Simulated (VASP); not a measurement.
**Two runs on GaN**

System: GaN (2 atoms in the cell).
Method of the first run: DFT, plane waves, PAW, settings varied from a PBE run (VASP 6.6.1).

The structure was built on a prototype by a generator. The geometry comes from this level: r2SCAN (a point of a series of strains). 

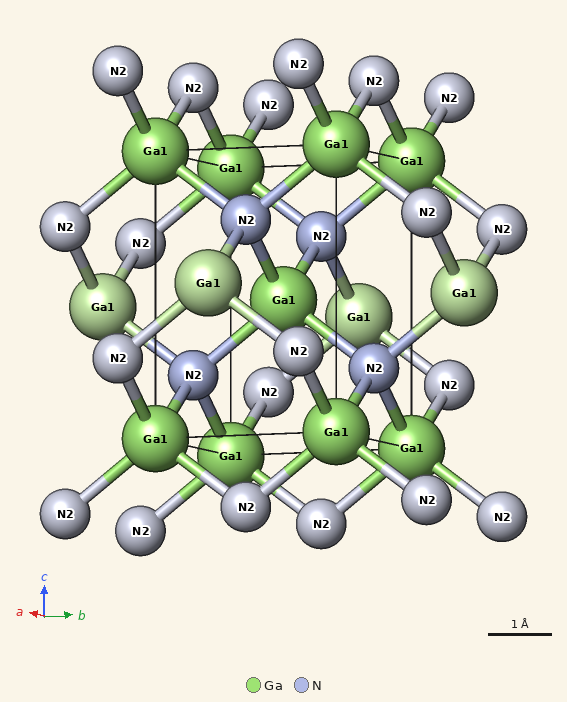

The structure as given in the input (ball-and-stick view of the cell 2 times as large as that of the calculation, set on its symmetry axes, seen at an oblique angle; neighbours outside the cell are drawn fainter; atoms are numbered from 1 in the order of the input). Near neighbours in the crystal (not all of them lie inside the picture): Ga has 4 N at 1.94 Å; N has 4 Ga at 1.94 Å.

### INCAR, the first run
```
ENCUT = 520.000000
SIGMA = 0.020000
EDIFF = 1.00e-07
PREC = Accurate
IBRION = -1
ISIF = 2
ISMEAR = -1
NBANDS = 16
NSW = 0
LASPH = .TRUE.
LCHARG = .FALSE.
LWAVE = .FALSE.
LREAL = .FALSE.
GGA = AM
NELM = 51
```

### KPOINTS, the first run
```
KPOINTS created by Atomic Simulation Environment
0
Gamma
10 10 10
0 0 0
```

### POSCAR, the first run
```
Ga N
 1.0000000000000000
     0.0000000000000000    2.2030739097000001    2.2968536679999998
     2.2030739097000001    0.0000000000000000    2.2968536679999998
     2.2030739097000001    2.2030739097000001    0.0000000000000000
 Ga  N
   1   1
Cartesian
  0.0000000000000000  0.0000000000000000  0.0000000000000000
  1.1015369548499998  1.1015369548499998  1.1484268339999997
```

Command:
```bash
mpirun -np 1 vasp_std
```

Hardware: 1 CPU thread, shared host.

### OSZICAR and lines of OUTCAR (the first run)
```
N       E                     dE             d eps       ncg     rms          rms(c)
DAV:   1     0.801840054342E+02    0.80184E+02   -0.93712E+03  3704   0.204E+03
DAV:   2    -0.896800384610E+01   -0.89152E+02   -0.83310E+02  3792   0.327E+02
DAV:   3    -0.144015652803E+02   -0.54336E+01   -0.54147E+01  3752   0.690E+01
DAV:   4    -0.144621875829E+02   -0.60622E-01   -0.60615E-01  4224   0.781E+00
DAV:   5    -0.144629423310E+02   -0.75475E-03   -0.75474E-03  3896   0.770E-01    0.726E+00
DAV:   6    -0.126840288858E+02    0.17789E+01   -0.41296E+00  4952   0.393E+01    0.272E+00
DAV:   7    -0.126796726970E+02    0.43562E-02   -0.28342E-01  3616   0.568E+00    0.175E+00
DAV:   8    -0.126687635777E+02    0.10909E-01   -0.49065E-02  3736   0.271E+00    0.679E-01
DAV:   9    -0.126655505196E+02    0.32131E-02   -0.11833E-02  4904   0.245E+00    0.170E-01
DAV:  10    -0.126657950853E+02   -0.24457E-03   -0.14062E-03  3800   0.553E-01    0.857E-02
DAV:  11    -0.126657443550E+02    0.50730E-04   -0.16942E-04  4720   0.197E-01    0.779E-03
DAV:  12    -0.126657485108E+02   -0.41558E-05   -0.19917E-05  3928   0.475E-02    0.701E-03
DAV:  13    -0.126657484359E+02    0.74883E-07   -0.64773E-07  4104   0.180E-02
   1 F= -.12665748E+02 E0= -.12665748E+02  d E =-.105658E-10
[... from OUTCAR:]
   NELECT =      18.0000    total number of electrons
 E-fermi :   5.9316
  free  energy   TOTEN  =       -12.6657484359 eV
  energy  without entropy=      -12.6657484359  energy(sigma->0) =      -12.66574844
```

For the second run the input was changed thus:
```diff
+GGA = PE
-LREAL = .FALSE.
-GGA = AM
-NELM = 51
+LREAL = .TRUE.
+NELM = 61
-10 10 10
+15 15 15
```

Predict how the results change.

The total energies belong to different methods, so their difference says nothing on which is more stable or more accurate. The gap on the mesh goes from 1.86 to 1.83 eV. The functional changes from AM05 to PBE. The SCF takes 14 iterations against 13. The irreducible k-points go from 102 to 288.

### OSZICAR and lines of OUTCAR (the second run)
```
N       E                     dE             d eps       ncg     rms          rms(c)
DAV:   1     0.785826003857E+02    0.78583E+02   -0.93411E+03 10440   0.202E+03
DAV:   2    -0.880266793398E+01   -0.87385E+02   -0.82140E+02 10664   0.320E+02
DAV:   3    -0.140391623427E+02   -0.52365E+01   -0.52189E+01 10872   0.680E+01
DAV:   4    -0.140944553406E+02   -0.55293E-01   -0.55288E-01 11672   0.748E+00
DAV:   5    -0.140951963414E+02   -0.74100E-03   -0.74099E-03 11064   0.767E-01    0.783E+00
DAV:   6    -0.120486912129E+02    0.20465E+01   -0.48846E+00 13944   0.406E+01    0.281E+00
DAV:   7    -0.120604527930E+02   -0.11762E-01   -0.33662E-01 10304   0.656E+00    0.186E+00
DAV:   8    -0.120571603716E+02    0.32924E-02   -0.53374E-02 10624   0.334E+00    0.798E-01
DAV:   9    -0.120531794135E+02    0.39810E-02   -0.14685E-02 13960   0.286E+00    0.193E-01
DAV:  10    -0.120535027845E+02   -0.32337E-03   -0.16141E-03 11128   0.581E-01    0.946E-02
DAV:  11    -0.120534012382E+02    0.10155E-03   -0.30482E-04 13552   0.260E-01    0.109E-02
DAV:  12    -0.120534067526E+02   -0.55144E-05   -0.30073E-05 11080   0.553E-02    0.120E-02
DAV:  13    -0.120534065279E+02    0.22471E-06   -0.85924E-07 11384   0.162E-02    0.359E-03
DAV:  14    -0.120534064550E+02    0.72889E-07   -0.54966E-08  8496   0.302E-03
   1 F= -.12053406E+02 E0= -.12053406E+02  d E =-.369363E-10
[... from OUTCAR:]
   NELECT =      18.0000    total number of electrons
 E-fermi :   5.9769
  free  energy   TOTEN  =       -12.0534064550 eV
  energy  without entropy=      -12.0534064550  energy(sigma->0) =      -12.05340645
```

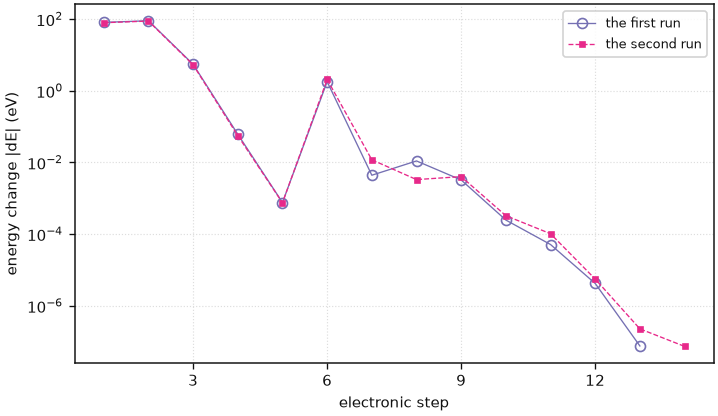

Convergence of the two runs: energy change |dE| against the electronic step. The first run takes 13 steps in all, and the second run takes 14.

### The two runs side by side

| quantity | the first run | the second run |
| --- | --- | --- |
| outcome | converged | converged |
| free energy per atom (eV) | −6.3329 | −6.0267 |
| gap on the mesh (eV) | 1.86 | 1.83 |
| pressure (GPa) | 3.31 | 3.40 |
| largest force (eV/Å) | 0.000 | 0.000 |
| SCF iterations | 13 | 14 |
| irreducible k-points | 102 | 288 |

For the second run: These settings are looser than, or depart from, a standard set-up, so the numbers are not reference values for this system.
